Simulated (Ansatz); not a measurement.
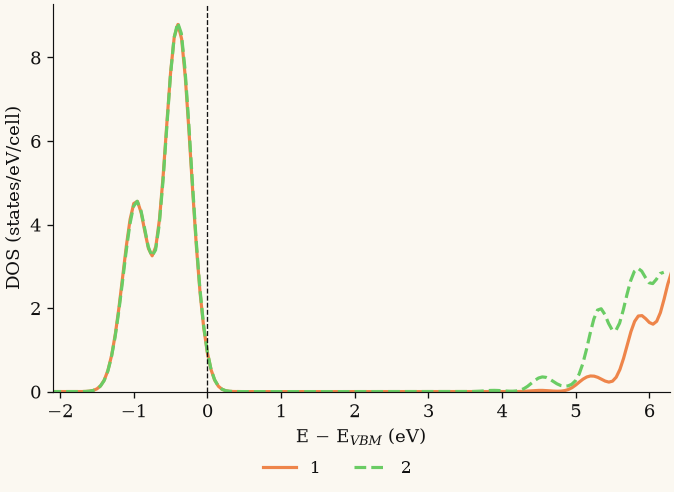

Total densities of states of KI, space group R-3m, 2 atoms in the cell, rocksalt type, epitaxial (111) strain +1.0%, by two methods on the same cell. The curves are built from the levels of the k mesh with Gaussians 0.3 eV wide, which also blur the band edges. Each is counted from its own valence-band top.

Which curve is which? The methods: r2SCAN, PBE.

1 is r2SCAN; 2 is PBE. r2SCAN gives a gap of 4.52 eV and PBE gives a gap of 3.89 eV.

Settings. r2SCAN: DFT, r2SCAN, plane waves, PAW, no spin polarisation, 6×6×6 k mesh, 500 eV cutoff (Ansatz 0.2.0). PBE: DFT, PBE, plane waves, PAW, no spin polarisation, 6×6×6 k mesh, 420 eV cutoff, Fermi-Dirac smearing of 0.02 eV (Ansatz).

Spin-orbit coupling is left out, which matters for I.
